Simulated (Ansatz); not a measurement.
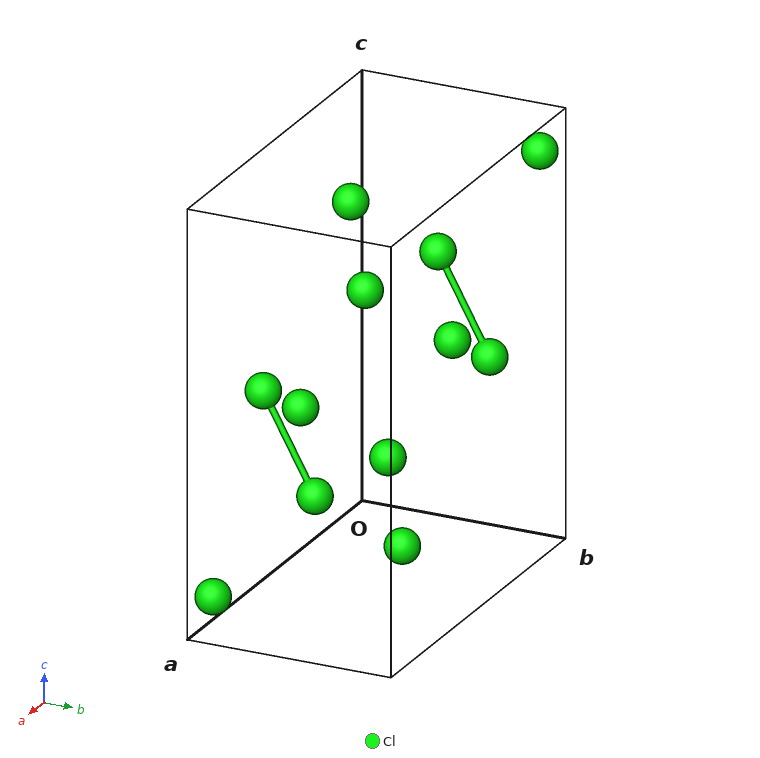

One unit cell is drawn above. Crystal: Cl, the geometry relaxed with Ansatz, DFT PBEsol, scalar-relativistic, plane waves, PAW. The drawing is computed from the coordinates (standard cell, symmetry found to 0.002 Å).

```
Cl
1.0
     6.88297    0.00000    0.00000
     0.00000    3.87692    0.00000
     0.00000    0.00000    8.00078
Cl
8
Direct
  0.50000 0.87313 0.61125
  0.50000 0.37313 0.88875
  0.50000 0.12687 0.38875
  0.50000 0.62687 0.11125
  0.00000 0.37313 0.61125
  0.00000 0.87313 0.88875
  0.00000 0.62687 0.38875
  0.00000 0.12687 0.11125
```

> What is its point group?

mmm (D2h), order 8, orthorhombic system: three twofold axes, three mirror planes, an inversion centre.

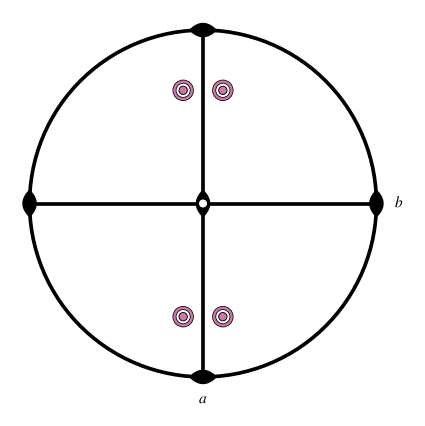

Stereographic projection: filled dots lie in the upper hemisphere, open rings in the lower; heavy lines are mirror planes (a heavy rim: a mirror in the plane of the page); lens, triangle, square and hexagon are 2-, 3-, 4- and 6-fold axes, a lens in an open square is −4, a triangle in an open hexagon −6; thin dashed diameters join the ends of axes that lie in the page; a small open circle marks inversion. The poles are one general form. The c axis points at the viewer.

> What does this class allow?

Class mmm is centrosymmetric, so neither piezoelectric nor pyroelectric; it is not chiral. Its Laue class is mmm.
